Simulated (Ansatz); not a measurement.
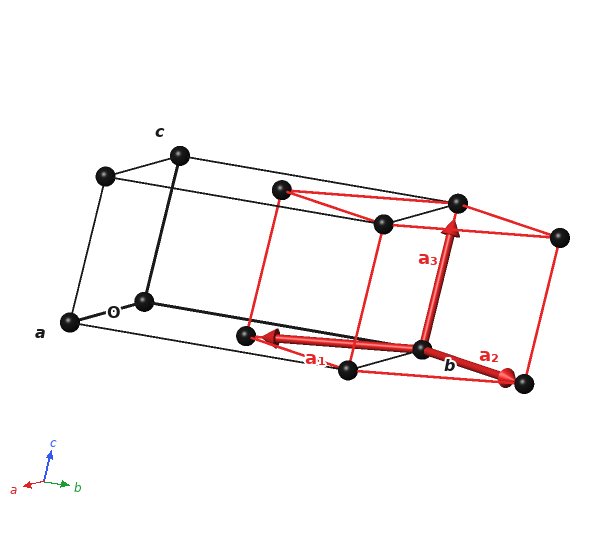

The conventional cell (thin) and a primitive cell (coloured, vectors a₁, a₂, a₃, drawn from the corner at b), with the lattice points alone. Crystal: Ni, the input geometry of an electronic-structure calculation (not necessarily at equilibrium); the starting structure was generated, so it need not be a known form of this composition. All values are computed from the atomic coordinates in the standard setting (tolerance 0.002 Å).

a = 2.399 Å, b = 7.054 Å, c = 3.009 Å, α = 90.00°, β = 112.52°, γ = 90.00°.

### What is the centring, and how are the primitive vectors built?

C, C-centred monoclinic, with lattice points at (0, 0, 0), (1/2, 1/2, 0). a₁ = 1/2 a − 1/2 b; a₂ = 1/2 a + 1/2 b; a₃ = c.

### Give the primitive cell's size and content.

Edges 3.726, 3.726, 3.009 Å; angles 97.08°, 97.08°, 142.43°; volume 23.52 Å³, 1/2 of the conventional cell; 2 of its 4 atoms.
